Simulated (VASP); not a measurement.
# TiC: geometry relaxation (part 3 of 3)

The same run, continued: TiC (P-6m2, 2 atoms in the cell); Kohn-Sham DFT of a periodic cell, BLYP with D3(BJ), VASP PAW PBE potentials, recommended, no spin polarisation (VASP 6.6.1); cutoff 600 eV, 10×10×10 k-mesh, fermi-dirac of 0.05 eV. The structure was built on a prototype by a generator; it need not be a known phase.

Geometry of the input (Å; fractional positions):
```
3.0421  0.0000  0.0000
-1.5210  2.6345  0.0000
0.0000  0.0000  2.6980
Ti 0.0000  0.0000  0.5000
C  0.3333  0.6667  0.0000
```

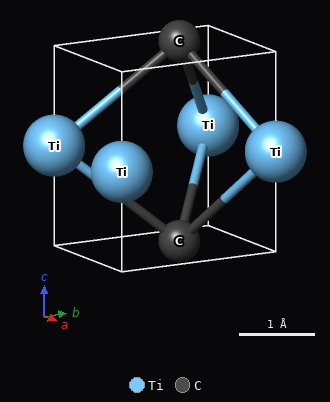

The input geometry (ball-and-stick view of the cell of the calculation, seen slightly off an axis).

**Summary**

```json
{"quantity": "outcome", "value": "converged"}
{"quantity": "space group (tolerance 0.01 Å)", "value": "P-6m2 (187)"}
{"quantity": "electrons treated", "value": "16"}
{"quantity": "free energy", "value": "−17.6617 eV"}
{"quantity": "dispersion energy", "value": "−1.9661 eV"}
{"quantity": "Fermi energy", "value": "9.387 eV"}
{"quantity": "gap on the k-point mesh", "value": "0.08 eV"}
{"quantity": "pressure", "value": "0.04 GPa"}
{"quantity": "final volume", "value": "20.89 Å³"}
{"quantity": "largest force (length of the vector) at the end", "value": "under 0.001 eV/Å"}
{"quantity": "final cell", "value": "a = 3.000 Å, b = 3.000 Å, c = 2.680 Å, α = 90.00°, β = 90.00°, γ = 120.00°"}
{"quantity": "hardware", "value": "1 thread of AMD EPYC (Zen 5), 450 GiB of memory available, shared host"}
{"quantity": "wall time", "value": "2.6 min"}
{"quantity": "peak memory", "value": "0.17 GiB"}
```
